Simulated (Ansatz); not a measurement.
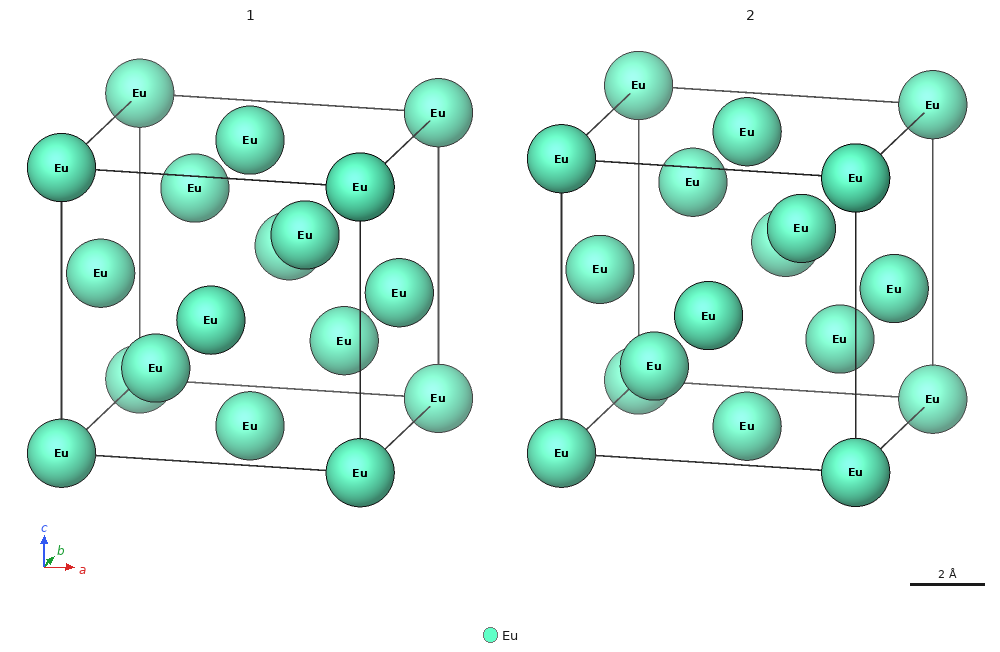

Two geometries of crystalline Eu (a generated structure, set up in Fd-3m): one is the relaxed structure, the other was perturbed away from it. The picture is a spheres-only view of the conventional cell (4 times the calculation's cell), seen slightly off an axis. Lengths and directions refer to the drawn axes.

These are results of DFT, PBE, PAW with Ansatz's default frozen-core files, scalar-relativistic (Ansatz 0.2.0), not measurements. (plane-wave cutoff 420 eV; k-point mesh 10 × 10 × 10; occupations fermi dirac; smearing width 0.05 eV; collinear spin)

**Which is the distorted one, and what does the distortion cost?**

Structure 1 is the perturbed one. The cell is strained by −3.0 % along c and +1.5 % across it (volume 0.0 %), the atoms keeping their fractional coordinates. No relaxation follows. It lowers the energy by 3.7 meV per atom. Pressure: 0.0 GPa before, 0.0 GPa after. The principal stresses (compression positive) are −0.4 GPa along c and 0.2 GPa across it. All forces vanish by symmetry. The absolute magnetisation stays at 16.07 μB per cell. The space group (tolerance 0.01 Å) goes from Fd-3m (No. 227) to I4_1/amd (No. 141).
